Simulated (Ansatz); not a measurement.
# Geometry relaxation of SnO$_{2}$ (part 1 of 2)

- system: SnO$_{2}$ (6 atoms in the cell)
- method: DFT PBE, scalar-relativistic, plane waves, PAW, no spin polarisation (Ansatz 0.2.0)

The structure derives from an entry of the Crystallography Open Database.

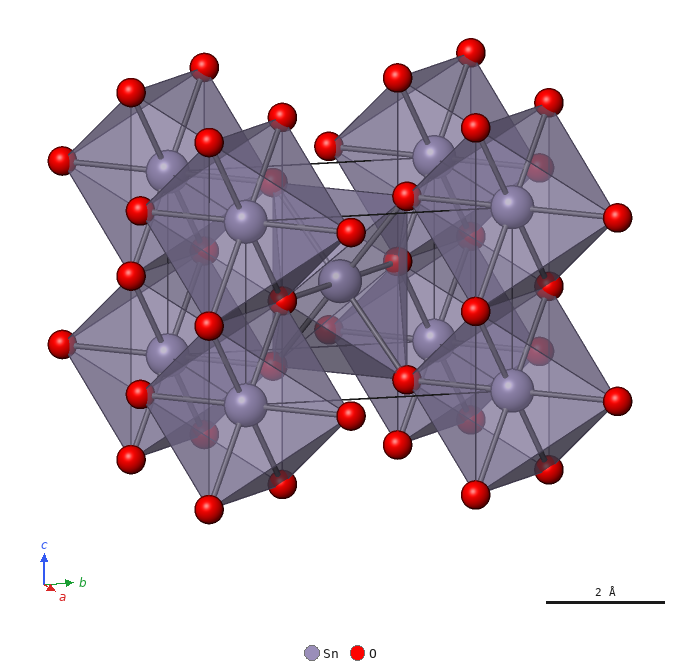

Figure 1. The structure as given in the input (polyhedral view of the cell of the calculation, seen slightly off an axis; polyhedra are completed across the faces of the cell). An atom can appear more than once, as a periodic image.

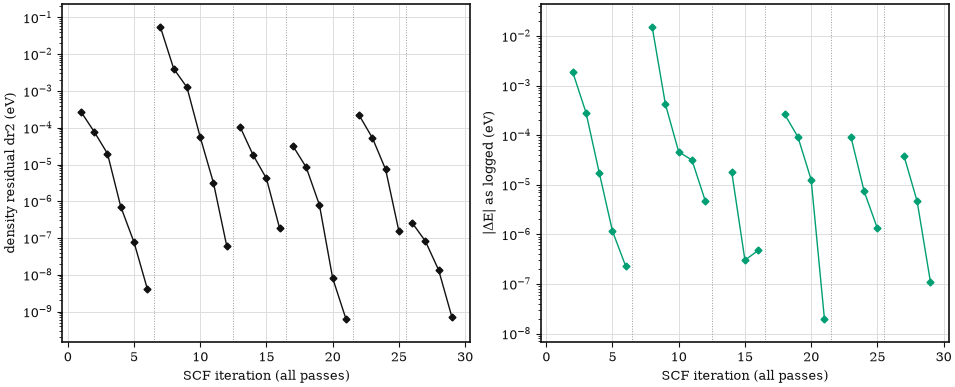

Figure 2. Convergence of the self-consistent field: density residual dr2 and size of the energy change against the SCF iteration. The dotted lines part the SCF passes of the relaxation: geometry steps, rejected trials and re-solves on a re-selected basis. The 6 passes take 4 to 6 iterations each, 29 in all.

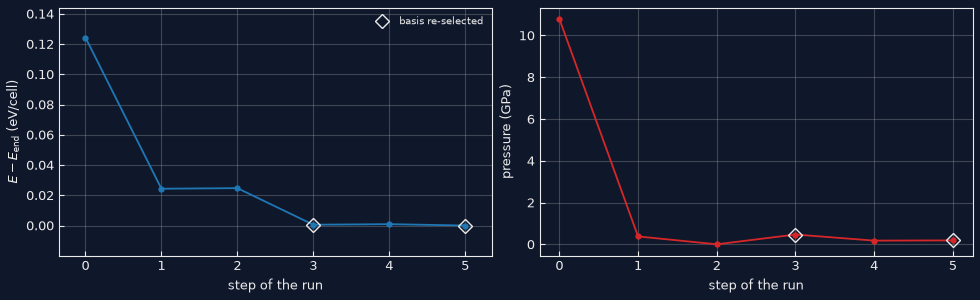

Figure 3. Progress of the relaxation, step by step (the first geometry is step 0 here and step 1 in the log).

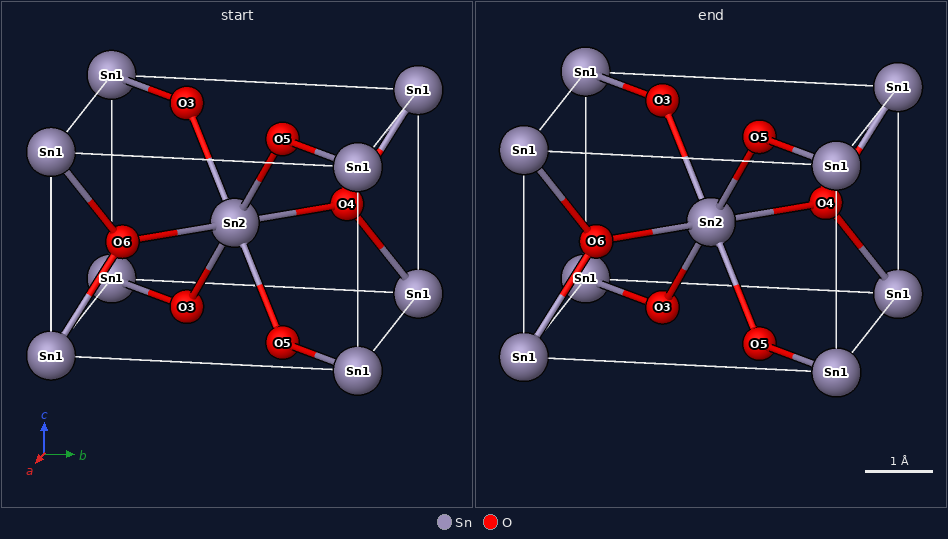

Figure 4. Before (left) and after (right) the relaxation, at one scale (ball-and-stick view of the cell of the calculation, seen slightly off an axis). The largest moves relative to the cell, 0.008 Å, are those of O3, O4, O5 and O6. Sn stays in place. The drawn cell changes as follows: a = b 4.737 → 4.826 Å (+1.9 %), c 3.186 → 3.237 Å (+1.6 %); the volume changes by +5.4 %. Among the contacts that change: Sn1–O3 2.048 → 2.093 Å, Sn1–O4 2.058 → 2.088 Å. The space group stays P4_2/mnm (No. 136). After 3 geometry steps the energy has fallen by 0.123 eV per cell of the calculation. Largest force component: 0.025 eV/Å at the start, 0.018 eV/Å at the end. Pressure: 10.80 GPa at the start and 0.19 GPa at the end. 1 further SCF at an unchanged geometry re-selected the plane-wave basis for the new cell. The energy change given includes the shifts at the re-selections in mid-walk, which come without any move. A last SCF at the same geometry on a re-selected plane-wave basis shifts the energy by −0.9 meV per cell of the calculation. (Atoms are counted from 1 in the order of the input.)

These pictures come from the run below.

Input file:
```yaml
crystal:
  lattice:
    - [4.73735, 0.0, 0.0]
    - [0.0, 4.73735, 0.0]
    - [0.0, 0.0, 3.1864]
  atoms:
    - { symbol: Sn, position: [0.0, 0.0, 0.0] }
    - { symbol: Sn, position: [0.5, 0.5, 0.5] }
    - { symbol: O, position: [0.30562, 0.30562, 0.0] }
    - { symbol: O, position: [0.19438, 0.80562, 0.5] }
    - { symbol: O, position: [0.69438, 0.69438, 0.0] }
    - { symbol: O, position: [0.80562, 0.19438, 0.5] }
basis:
  ecutwfc: 420
kpoints:
  mp_grid: { grid: [4, 4, 6] }
hamiltonian:
  xc: pbe
scf:
  occupations: { method: gaussian, width: 0.1 }
output:
  forces: true
  stress: true
  eigenvalues: true
relax:
  adjacent_minimum: "off"
  f_tol: 0.05
  max_steps: 80
  cell: { stress_tol: 0.5 }
```

Launch command:
```bash
ansatz run input.yaml --threads 2 --pin off --max-ram 5120MiB --backend cpu --events-out ev --progress --plain --runs-dir out
```

Output:
```
Engine: ansatz 0.2.0, aarch64-unknown-linux-gnu
Pseudopotentials: kind: paw
Pseudopotential: Sn, paw, valence charge 14, recommended cutoff 420 eV (normal), Sn.paw.azcp
Pseudopotential: O, paw, valence charge 6, recommended cutoff 420 eV (normal), O.paw.azcp
Functional definition: PBE
  parameter kappa = 0.804
  parameter beta = 0.06672455060314922
  exchange = pbe_x(kappa = kappa, mu = beta*pi^2/3)
  correlation = pbe_c(beta = beta)
Crystal: 6 atoms, lattice volume = 71.511 Å³
Basis set: ecut = 420 eV, 1411 PW (Γ), exchange–correlation on 64×64×48 points (8 copies of the dense FFT grid, shifted against one another)
Bands: 32, of which v1, the nominal top of the filled ones, is band 26 counted from 1 (25 counted from 0)
Symmetry: 16 space group operations
Space group: P42/mnm (ITA 136), of the structure as read, at distance tolerance 4.2e-5 Å
k-points: 24 of 96
Non-local potential: Sn, projectors of the file, l = 0: 2, l = 1: 2, l = 2: 2, l = 3: 2
Non-local potential: O, projectors of the file, l = 0: 2, l = 1: 2, l = 2: 1
PAW form: soft (Blöchl's): semilocal exchange-correlation on the pseudo side does not see the compensation charge
PAW one-centre angular grid: Sn, 590 points (default); XC on 64 Gauss nodes
PAW one-centre angular grid: O, 110 points (default); XC on 64 Gauss nodes
Initial density: superposition of atomic densities (neutral atoms: chi_scale 0, normalization atom), corrected by the library's trained network
Initial wavefunctions: pseudopotential atomic-orbital guess
Functional: x = pbe(κ = 0.804, μ = 0.2195149727645171), c = pbe(β = 0.06672455060314922)
SCF iter   1: F=—  HF=-14317.840793 eV  |F-HF|=—  |Δ(HF+E_count)|=         —  Δρ=1.08e-3  dr2=2.72e-4  ethr=1.77e-3  ⟨swp⟩=5.7  Hψ=3323  notcnv=0  defer=1
preconditioner: auto → Resta (q_TF=auto, 2.587 Å⁻¹)  ε∞=3.6  [insulator: Δε(μ)=1.253 eV  Ē_g=19.765 eV  σ=0.100 eV  W_gap=1.00  n_scr=18 (ndim 8)  ℏωp=31.7 eV  f_vac=0.026  D(μ)=0.00/eV (n_scr^D=0)  ε∞_Penn≈3.6]
SCF iter   2: F=—  HF=-14317.842662 eV  |F-HF|=—  |Δ(HF+E_count)|=   1.87e-3  Δρ=5.84e-4  dr2=7.76e-5  ethr=5.23e-7  ⟨swp⟩=2.8  Hψ=1643  notcnv=0  defer=1
SCF iter   3: F=—  HF=-14317.842946 eV  |F-HF|=—  |Δ(HF+E_count)|=   2.85e-4  Δρ=2.01e-4  dr2=1.98e-5  ethr=1.49e-7  ⟨swp⟩=3.0  Hψ=1336  notcnv=0  defer=1
SCF iter   4: F=—  HF=-14317.842964 eV  |F-HF|=—  |Δ(HF+E_count)|=   1.75e-5  Δρ=4.35e-5  dr2=7.16e-7  ethr=3.80e-8  ⟨swp⟩=2.0  Hψ=1017  notcnv=0  defer=1
iter 5 did not close the SCF: its close was put off for the readings that it lacked (scf_convergence_deferred on its scf_iter line)
SCF iter   5: F=-14317.842965 eV  HF=-14317.842965 eV  |F-HF|=2.16e-7  |Δ(HF+E_count)|=   1.16e-6  Δρ=1.47e-5  dr2=7.74e-8  ethr=1.38e-9  ⟨swp⟩=2.0  Hψ=1253  notcnv=0  defer=1
SCF iter   6: F=-14317.842965 eV  HF=-14317.842965 eV  |F-HF|=7.66e-9  |Δ(HF+E_count)|=   2.28e-7  Δρ=3.32e-6  dr2=4.23e-9  ethr=1.49e-10  ⟨swp⟩=6.8  Hψ=3488  notcnv=0
SCF 1 converged in 6 iterations: F = -14317.842965 eV  dr2 = 4.23e-9
  greatest PAW one-centre occupation: 0.996 electrons in one spin orbital (limit 2), on the Sn atom at site 1 (counted from 0), in its partial waves of l = 2
relax step   1: F+E_penalty+E_count = -14317.84296519 eV  Δ(F+E_penalty+E_count) = +0.000e0 eV  max|allowed force component| = 2.500e-2 eV/Å  Δτ_max = 0.0000 Å  P = +10.799 GPa  Ω = 71.511 Å³  (6 SCF iters, dr2 threshold 1.00e-7 eV, accepted)
Crystal: 6 atoms, lattice volume = 75.021 Å³
Basis set: ecut = 420 eV, 1463 PW (Γ), exchange–correlation on 64×64×48 points (8 copies of the dense FFT grid, shifted against one another)
Initial density: handed on by an earlier stage of this run
Initial wavefunctions: those handed on with the density
iter 1 solved again at ethr=1.07e-4 eV; its pass at ethr=3.10e-3 eV (dr2=5.55e-2 eV) is discarded
SCF iter   1: F=—  HF=-14317.958270 eV  |F-HF|=—  |Δ(HF+E_count)|=         —  Δρ=9.33e-3  dr2=5.42e-2  ethr=1.07e-4  ⟨swp⟩=1.0  Hψ=3863  notcnv=0
preconditioner: auto → Resta (q_TF=auto, 2.567 Å⁻¹)  ε∞=3.6  [insulator: Δε(μ)=0.678 eV  Ē_g=19.264 eV  σ=0.100 eV  W_gap=1.00  n_scr=18 (ndim 8)  ℏωp=30.9 eV  f_vac=0.043  D(μ)=0.00/eV (n_scr^D=0)  ε∞_Penn≈3.6]
SCF iter   2: F=—  HF=-14317.943267 eV  |F-HF|=—  |Δ(HF+E_count)|=   1.50e-2  Δρ=2.57e-3  dr2=4.04e-3  ethr=1.04e-4  ⟨swp⟩=2.0  Hψ=1176  notcnv=0
SCF iter   3: F=—  HF=-14317.942851 eV  |F-HF|=—  |Δ(HF+E_count)|=   4.16e-4  Δρ=1.27e-3  dr2=1.26e-3  ethr=7.77e-6  ⟨swp⟩=2.0  Hψ=1123  notcnv=0
SCF iter   4: F=—  HF=-14317.942897 eV  |F-HF|=—  |Δ(HF+E_count)|=   4.60e-5  Δρ=2.34e-4  dr2=5.56e-5  ethr=2.42e-6  ⟨swp⟩=2.3  Hψ=1401  notcnv=0
SCF iter   5: F=—  HF=-14317.942929 eV  |F-HF|=—  |Δ(HF+E_count)|=   3.15e-5  Δρ=7.28e-5  dr2=3.18e-6  ethr=1.07e-7  ⟨swp⟩=3.0  Hψ=1402  notcnv=0
SCF iter   6: F=-14317.942934 eV  HF=-14317.942934 eV  |F-HF|=1.08e-7  |Δ(HF+E_count)|=   4.79e-6  Δρ=9.43e-6  dr2=6.17e-8  ethr=1.15e-9  ⟨swp⟩=6.9  Hψ=3273  notcnv=0
SCF 2 converged in 6 iterations: F = -14317.942934 eV  dr2 = 6.17e-8
  greatest PAW one-centre occupation: 0.996 electrons in one spin orbital (limit 2), on the Sn atom at site 0 (counted from 0), in its partial waves of l = 2
relax step   2: F+E_penalty+E_count = -14317.94293365 eV  Δ(F+E_penalty+E_count) = -9.997e-2 eV  max|allowed force component| = 2.452e-2 eV/Å  Δτ_max = 0.0042 Å  P = +0.379 GPa  Ω = 75.021 Å³  energy of the carried Pulay correction = -1.816e-2 eV  (6 SCF iters, dr2 threshold 6.00e-7 eV, accepted)
Crystal: 6 atoms, lattice volume = 75.203 Å³
iter 1 solved again at ethr=1.81e-7 eV; its pass at ethr=3.10e-3 eV (dr2=9.40e-5 eV) is discarded
SCF iter   1: F=—  HF=-14317.942563 eV  |F-HF|=—  |Δ(HF+E_count)|=         —  Δρ=4.64e-4  dr2=1.08e-4  ethr=1.81e-7  ⟨swp⟩=3.0  Hψ=3964  notcnv=0
preconditioner: auto → Resta (q_TF=auto, 2.566 Å⁻¹)  ε∞=3.6  [insulator: Δε(μ)=0.700 eV  Ē_g=19.289 eV  σ=0.100 eV  W_gap=1.00  n_scr=18 (ndim 8)  ℏωp=30.9 eV  f_vac=0.036  D(μ)=0.00/eV (n_scr^D=0)  ε∞_Penn≈3.6]
SCF iter   2: F=—  HF=-14317.942544 eV  |F-HF|=—  |Δ(HF+E_count)|=   1.83e-5  Δρ=1.99e-4  dr2=1.79e-5  ethr=1.81e-7  ⟨swp⟩=2.1  Hψ=1041  notcnv=0
SCF iter   3: F=—  HF=-14317.942544 eV  |F-HF|=—  |Δ(HF+E_count)|=   3.01e-7  Δρ=7.89e-5  dr2=4.17e-6  ethr=3.44e-8  ⟨swp⟩=2.0  Hψ=1298  notcnv=0
SCF iter   4: F=-14317.942545 eV  HF=-14317.942545 eV  |F-HF|=1.07e-7  |Δ(HF+E_count)|=   4.76e-7  Δρ=1.57e-5  dr2=1.82e-7  ethr=1.15e-9  ⟨swp⟩=3.8  Hψ=3153  notcnv=0
SCF 3 converged in 4 iterations: F = -14317.942545 eV  dr2 = 1.82e-7
relax step   3: F+E_penalty+E_count = -14317.94254468 eV  Δ(F+E_penalty+E_count) = +3.890e-4 eV  max|allowed force component| = 3.396e-2 eV/Å  Δτ_max = 0.0006 Å  P = +0.003 GPa  Ω = 75.203 Å³  energy of the carried Pulay correction = -1.910e-2 eV  (4 SCF iters, dr2 threshold 6.00e-7 eV, accepted)
Basis set: ecut = 420 eV, 1463 PW (Γ), exchange–correlation on 72×72×48 points (8 copies of the dense FFT grid, shifted against one another)
Initial wavefunctions: pseudopotential atomic-orbital guess (no wavefunctions were taken with the density)
iter 1 solved again at ethr=6.79e-8 eV; its pass at ethr=3.10e-3 eV (dr2=3.53e-5 eV) is discarded
SCF iter   1: F=—  HF=-14317.966369 eV  |F-HF|=—  |Δ(HF+E_count)|=         —  Δρ=5.62e-4  dr2=3.20e-5  ethr=6.79e-8  ⟨swp⟩=3.4  Hψ=5347  notcnv=0
preconditioner: auto → Resta (q_TF=auto, 2.566 Å⁻¹)  ε∞=3.6  [insulator: Δε(μ)=0.702 eV  Ē_g=19.290 eV  σ=0.100 eV  W_gap=1.00  n_scr=18 (ndim 8)  ℏωp=30.9 eV  f_vac=0.034  D(μ)=0.00/eV (n_scr^D=0)  ε∞_Penn≈3.6]
SCF iter   2: F=—  HF=-14317.966632 eV  |F-HF|=—  |Δ(HF+E_count)|=   2.63e-4  Δρ=2.68e-4  dr2=8.42e-6  ethr=6.15e-8  ⟨swp⟩=2.1  Hψ=1121  notcnv=0
SCF iter   3: F=—  HF=-14317.966725 eV  |F-HF|=—  |Δ(HF+E_count)|=   9.23e-5  Δρ=9.54e-5  dr2=7.98e-7  ethr=1.62e-8  ⟨swp⟩=2.4  Hψ=1068  notcnv=0
SCF iter   4: F=—  HF=-14317.966737 eV  |F-HF|=—  |Δ(HF+E_count)|=   1.26e-5  Δρ=4.65e-6  dr2=8.11e-9  ethr=1.53e-9  ⟨swp⟩=2.0  Hψ=1152  notcnv=0
SCF iter   5: F=-14317.966737 eV  HF=-14317.966737 eV  |F-HF|=2.51e-10  |Δ(HF+E_count)|=   1.99e-8  Δρ=9.25e-7  dr2=6.37e-10  ethr=1.15e-11  ⟨swp⟩=5.2  Hψ=2812  notcnv=0
SCF 4 converged in 5 iterations: F = -14317.966737 eV  dr2 = 6.37e-10
```
